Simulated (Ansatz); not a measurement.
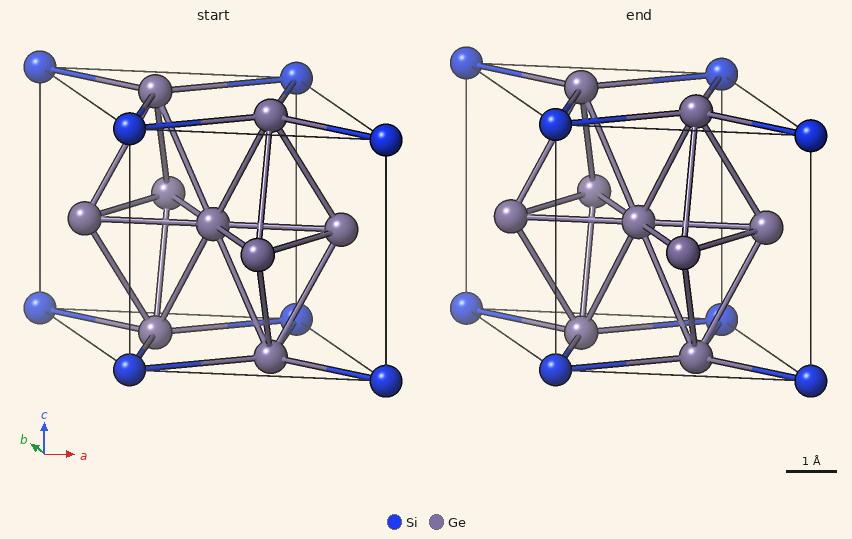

The structure of solid SiGe$_{5}$ (a generated structure, set up in P6/mmm) before (left) and after (right) a relaxation, at one scale.

A ball-and-stick model of the cell of the calculation, seen slightly off an axis.

All numbers below come from DFT PBE, scalar-relativistic, plane waves, PAW in Ansatz.

Input file:
```yaml
crystal:
  lattice:
    - [5.3044356592, 0.0, 0.0]
    - [-2.6522178296, 4.5937760336, 0.0]
    - [0.0, 0.0, 5.078183245]
  atoms:
    - { symbol: Si, position: [0.0, 0.0, 0.0] }
    - { symbol: Ge, position: [0.0, 0.5, 0.5] }
    - { symbol: Ge, position: [0.3333333333, 0.6666666667, 0.0] }
    - { symbol: Ge, position: [0.6666666667, 0.3333333333, 0.0] }
    - { symbol: Ge, position: [0.5, 0.0, 0.5] }
    - { symbol: Ge, position: [0.5, 0.5, 0.5] }
basis:
  ecutwfc: 420
kpoints:
  mp_grid: { grid: [12, 12, 8] }
hamiltonian:
  xc: pbe
scf:
  occupations: { method: gaussian, width: 0.1 }
output:
  forces: true
  stress: true
  eigenvalues: true
relax:
  adjacent_minimum: "off"
  f_tol: 0.01
  max_steps: 80
  cell: { stress_tol: 0.05 }
```

Command:
```bash
ansatz run input.yaml --threads 1 --pin off --max-ram 2560MiB --backend cpu --events-out ev --progress --plain --runs-dir out
```

**Summarise the run.**

No atom moves by more than 0.005 Å relative to the cell. The drawn cell changes as follows: a = b 5.304 → 5.280 Å (−0.5 %), c 5.078 → 5.168 Å (+1.8 %); the volume changes by +0.8 %. Near-neighbour distances that change, for instance: Ge2–Ge3 2.965 → 3.000 Å, Si1–Ge3 3.063 → 3.049 Å, Ge2–Ge5 2.652 → 2.640 Å. The space group stays P6/mmm (No. 191). After 3 accepted moves (4 points after the start) the energy has fallen by 1.2 meV per atom. All forces vanish by symmetry, so only the cell relaxes. The pressure goes from 0.45 to −0.01 GPa. The SCF was repeated once at an unchanged geometry on a basis and grid sized afresh for the cell, which shifted the energy by less than 0.05 meV per atom at most.
